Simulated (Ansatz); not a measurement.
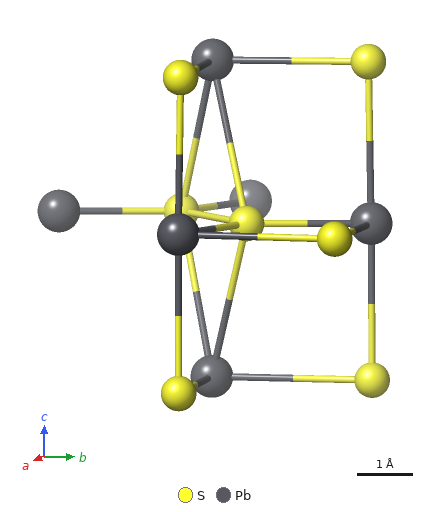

This is the input geometry for a relaxation of a defect cell of composition S33Pb32. A ball-and-stick model of the atoms within 4.2 Å of the atom that moves most (axes of the cell of the calculation (origin shifted)), seen slightly off an axis.

These are results of DFT, PBEsol, PAW, plane waves (Ansatz 0.2.0), not measurements.

(plane-wave cutoff 420 eV; k-point mesh 1 × 1 × 1; mesh shifted by (0.25, 0.25, 0.25); no spin polarisation; atoms relaxed in a fixed cell; force threshold 0.03 eV/Å; at most 80 steps)

```
S Pb
1.0
    11.80000    0.00000    0.00000
     0.00000   11.80000    0.00000
     0.00000    0.00000   11.80000
S Pb
33 32
Direct
  0.25045 0.99806 0.99955
  0.25128 0.00052 0.49856
  0.24753 0.50156 0.00040
  0.18174 0.43234 0.50102
  0.75244 0.99723 0.00245
  0.74915 0.00024 0.49624
  0.74845 0.49942 0.00019
  0.75256 0.49851 0.49988
  0.00007 0.24925 0.99823
  0.99963 0.25080 0.49892
  0.99828 0.75066 0.00030
  0.99839 0.75305 0.49862
  0.50298 0.25044 0.00103
  0.50089 0.25031 0.50052
  0.49972 0.74986 0.99916
  0.50223 0.75136 0.49915
  0.99576 0.99985 0.25020
  0.00455 0.99769 0.75167
  0.99828 0.49921 0.24738
  0.00097 0.49780 0.74906
  0.49916 0.00083 0.25020
  0.49891 0.99750 0.75325
  0.50117 0.50064 0.24961
  0.49769 0.50296 0.74690
  0.25173 0.25226 0.25122
  0.25111 0.24817 0.74916
  0.24775 0.75355 0.24959
  0.25360 0.74885 0.75167
  0.74936 0.25257 0.25063
  0.74881 0.24974 0.74926
  0.74969 0.74954 0.24838
  0.75259 0.74862 0.74725
  0.32157 0.56872 0.49959
  0.99985 0.99818 0.00158
  0.99852 0.00012 0.49869
  0.99883 0.50253 0.99927
  0.99979 0.50185 0.49874
  0.49717 0.00140 0.00203
  0.50313 0.99830 0.50110
  0.50026 0.49962 0.99733
  0.49851 0.49950 0.49977
  0.24986 0.25088 0.00264
  0.24896 0.25092 0.50367
  0.25011 0.75030 0.00261
  0.25088 0.75261 0.49655
  0.75101 0.24737 0.99948
  0.75100 0.25178 0.49947
  0.75162 0.75005 0.99869
  0.74878 0.75131 0.49880
  0.25323 0.99864 0.24952
  0.25376 0.99698 0.74823
  0.25127 0.49704 0.24950
  0.25040 0.49814 0.74784
  0.74886 0.99877 0.25416
  0.74904 0.99786 0.75198
  0.74962 0.50058 0.25038
  0.74996 0.49894 0.75186
  0.00173 0.25125 0.25073
  0.00017 0.24931 0.75036
  0.99901 0.75160 0.24657
  0.99948 0.75075 0.74976
  0.50077 0.25041 0.25210
  0.50144 0.25156 0.74864
  0.50210 0.75105 0.24869
  0.49987 0.74715 0.75289
```

> Predict the outcome.

The energy falls by 3.918 eV per cell of the calculation in 10 geometry steps. Largest force component: 5.8 eV/Å at the start, 0.016 eV/Å at the end. The largest moves, 0.68 Å, are those of S4 and S33. S33 goes along [−1 −1 3]. Largest moves by element: S 0.68 Å, Pb 0.25 Å. The lattice vectors keep their values. Near-neighbour distances that change, for instance: S4–Pb53 3.121 → 3.804 Å, S33–Pb52 3.180 → 3.817 Å, S33–Pb41 2.242 → 2.727 Å, S4–Pb52 3.173 → 2.725 Å. Among the angles between lasting bonds that change: Pb41–S33–Pb45 132.4° → 113.1°, Pb37–S4–Pb43 131.2° → 112.5°, S4–S33–Pb41 114.3° → 105.2°.

After the run, drawn alike:

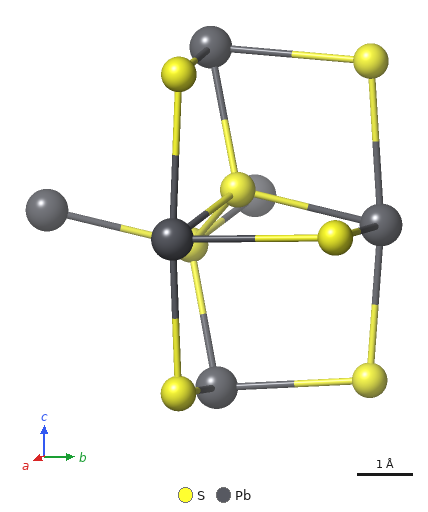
